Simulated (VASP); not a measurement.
System: AlAs, space group F-43m (No. 216), 2 atoms in the cell, zincblende type, hydrostatic strain +2.3%.

```cif
data_structure
_symmetry_space_group_name_H-M 'F-43m'
_symmetry_Int_Tables_number 216
_cell_length_a 5.8084
_cell_length_b 5.8084
_cell_length_c 5.8084
_cell_angle_alpha 90.000
_cell_angle_beta 90.000
_cell_angle_gamma 90.000
_cell_volume 195.96
loop_
_atom_site_label
_atom_site_type_symbol
_atom_site_symmetry_multiplicity
_atom_site_Wyckoff_symbol
_atom_site_fract_x
_atom_site_fract_y
_atom_site_fract_z
_atom_site_occupancy
Al1 Al 4 a 0.00000 0.00000 0.00000 1
As1 As 4 d 0.25000 0.25000 0.75000 1
```

Level of theory: DFT, PBE, plane waves, PAW, 8×8×8 k mesh, Fermi-Dirac smearing of 0.02 eV; code VASP.

What will the density of states look like?

There is a gap; over the k points computed it is 1.46 eV (direct among those points). The upper group of valence states starts about 5.2 eV under the valence-band top (which lies at −0.4 eV on this axis), with a gap beneath it; it holds about 6 electrons a cell.

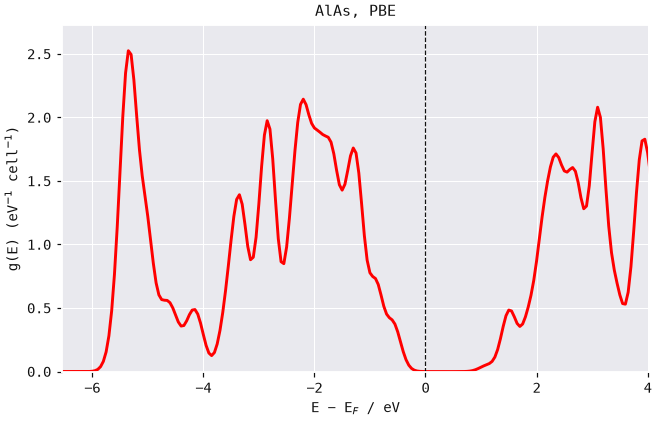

Density of states. Energies are counted from the Fermi level. The curve is built from the levels of the k mesh with Gaussians 0.3 eV wide, which also blur the band edges.
